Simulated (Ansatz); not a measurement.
**Sn: 6 runs along one coordinate**

System: Sn (I4₁/amd, 2 atoms in the cell).
Method: DFT PBEsol, scalar-relativistic, plane waves, PAW, no spin polarisation (Ansatz 0.2.0).

The 6 runs differ only in the geometry, by a strain of the cell at fixed fractional positions. Against run 4, the strain is εyy = η. The structure derives from an entry of the Crystallography Open Database.

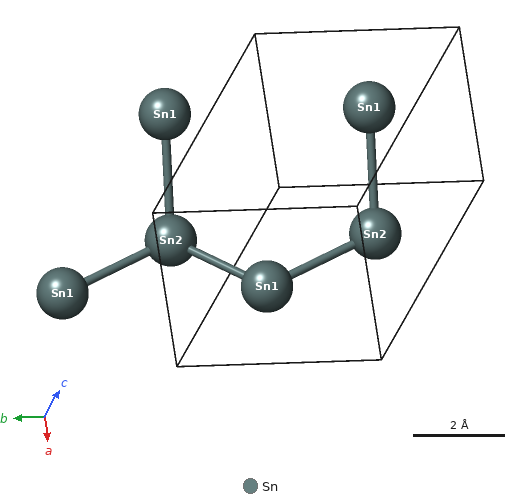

Figure 1. The structure of run 4 (ball-and-stick view of the reduced cell, repeated 1 × 2 × 1, seen at an oblique angle; atoms are numbered from 1 in the order of the input). An atom can appear more than once, as a periodic image.

## Input of run 4
```yaml
crystal:
  lattice:
    - [0.0, 3.294284, 3.2456]
    - [3.2456, 0.0, 3.2456]
    - [3.2456, 3.294284, 0.0]
  atoms:
    - { symbol: Sn, position: [0.5, 0.5, 0.5] }
    - { symbol: Sn, position: [0.75, 0.75, 0.75] }
basis:
  ecutwfc: 420
kpoints:
  mp_grid: { grid: [12, 12, 12] }
hamiltonian:
  xc: pbesol
scf:
  occupations: { method: gaussian, width: 0.15 }
output:
  forces: true
  stress: true
  eigenvalues: true
```

Command:
```bash
ansatz run input.yaml --threads 1 --pin off --max-ram 2560MiB --backend cpu --events-out ev --progress --plain --runs-dir out
```

Run 3 differs from it as follows:
```diff
-    - [0.0, 3.294284, 3.2456]
+    - [0.0, 3.278056, 3.2456]
-    - [3.2456, 3.294284, 0.0]
+    - [3.2456, 3.278056, 0.0]
```

## Results, with one run withheld

| run | strain parameter η (%) | free energy per atom, from the lowest run given (meV) | pressure (GPa) |
| --- | --- | --- | --- |
| 1 | −3.4483 | 8.75 | 1.97 |
| 2 | −2.9557 | 6.42 | 1.72 |
| 3 | −0.4926 | ? | ? |
| 4 | 0.0000 | 0.00 | 0.33 |
| 5 | 0.2463 | 0.03 | 0.22 |
| 6 | 0.4926 | 0.14 | 0.12 |

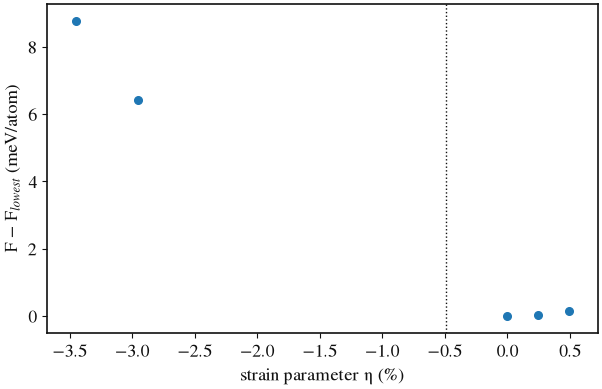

Figure 2. Free energy per atom of the runs given; the dotted line marks run 3.

Fit the runs given and predict run 3.

A cubic polynomial in the coordinate, fitted to the 5 runs given, misses them by under 0.01 meV per atom. With x = η + 1.1330, it reads F = 0.96533 − 1.6566 x + 0.71922 x² − 0.0075534 x³ (meV per atom). At run 3 it gives 0.20 meV per atom, and the run itself gives 0.20. The fit has its minimum at η = 0.0404 %.

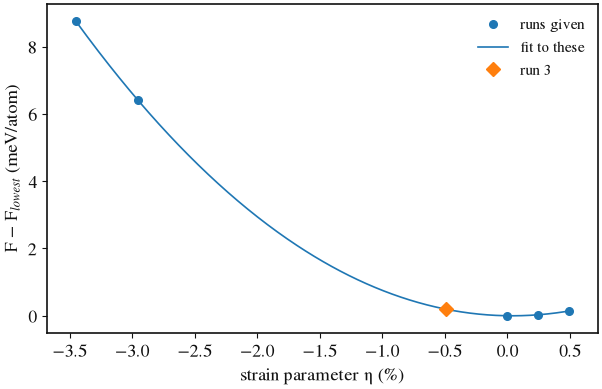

Figure 3. The fit and the withheld run.

## Output, shortened to warnings, some set-up lines, iterations and results (run 3)
```
Basis set: ecut = 420 eV, 1363 PW (Γ), exchange–correlation on 64×64×64 points (8 copies of the dense FFT grid, shifted against one another)
Symmetry: 16 space group operations
k-points: 163 of 1728
Initial density: superposition of atomic densities (neutral atoms: chi_scale 0, normalization atom), corrected by the library's trained network
[...]
SCF iter   1: F=—  HF=-11899.509040 eV  |F-HF|=—  |Δ(HF+E_count)|=         —  Δρ=2.48e-3  dr2=4.47e-3  ethr=1.77e-3  ⟨swp⟩=5.5  Hψ=14917  notcnv=0
SCF iter   2: F=—  HF=-11899.506380 eV  |F-HF|=—  |Δ(HF+E_count)|=   2.66e-3  Δρ=1.52e-3  dr2=2.22e-3  ethr=1.60e-5  ⟨swp⟩=1.2  Hψ=4441  notcnv=0
SCF iter   3: F=—  HF=-11899.506221 eV  |F-HF|=—  |Δ(HF+E_count)|=   1.58e-4  Δρ=6.02e-4  dr2=3.06e-4  ethr=7.94e-6  ⟨swp⟩=2.0  Hψ=5217  notcnv=0
SCF iter   4: F=—  HF=-11899.506352 eV  |F-HF|=—  |Δ(HF+E_count)|=   1.31e-4  Δρ=5.99e-4  dr2=2.79e-4  ethr=1.09e-6  ⟨swp⟩=2.0  Hψ=5218  notcnv=0
SCF iter   5: F=—  HF=-11899.506286 eV  |F-HF|=—  |Δ(HF+E_count)|=   6.63e-5  Δρ=9.33e-5  dr2=1.21e-5  ethr=9.98e-7  ⟨swp⟩=2.0  Hψ=5218  notcnv=0
SCF iter   6: F=—  HF=-11899.506294 eV  |F-HF|=—  |Δ(HF+E_count)|=   7.92e-6  Δρ=2.52e-5  dr2=5.39e-7  ethr=4.31e-8  ⟨swp⟩=2.0  Hψ=3590  notcnv=0
SCF iter   7: F=-11899.506294 eV  HF=-11899.506294 eV  |F-HF|=2.04e-8  |Δ(HF+E_count)|=   5.80e-7  Δρ=3.52e-6  dr2=8.27e-9  ethr=3.57e-10  ⟨swp⟩=7.6  Hψ=15382  notcnv=0
SCF 1 converged in 7 iterations: F = -11899.506294 eV  dr2 = 8.27e-9
SCF converged after 7 iterations
Free energy (F): -11899.506294 eV
Harris-Foulkes:  -11899.506294 eV  (|F-HF|=2.04e-8)
Internal energy: -11899.504182 eV  (E = F + TS)
E sigma→0 (E₀):  -11899.505238 eV
Entropy (-TS):   -0.002112 eV (-1.056 meV/atom)
Fermi energy:    7.539925 eV
--- Per-component energies (eV) ---
  E_band       = -254.407080
  E_kinetic    = 375.330045
  E_local      = -2317.726662  (includes V_loc(G=0)·N_el)
  E_nonlocal   = -60.398531
  E_hartree    = 1327.652016
  E_xc         = -757.477182
  E_vxc        = -192.805538  (∫ρ·V_xc dr)
  E_paw        = -8133.029828  (= ΣΔE_a)
  E_vpaw       = -714.113929  (= ΣTr[D̂ρ^β])
  E_aug_tail   = -0.000001  (compensation charges beyond the density's cutoff)
  E_ewald      = -2334.423719
  E_core_change = 0.569680  (= ΣΔE_core)
  E_smearing   = -0.002112  (= −TS)
  E_closure    = -0.000000  (closes the sum)
  Σ components = -11899.506294   (vs F -11899.506294, Δ=0.00e0)
--- Forces (eV/Å), atoms counted from 1 ---
  atom   1  Sn    -0.00000000     0.00000000     0.00000000
  atom   2  Sn     0.00000000     0.00000000    -0.00000000
  max |Σ_I F_I| component: 5.20e-18 eV/Å
--- Stress (GPa, compression-positive) ---
        0.645671       0.000000       0.000000
        0.000000       0.343401       0.000000
        0.000000       0.000000       0.645671
  P = ⅓ Tr σ = 0.5449 GPa (5.449 kbar)
```
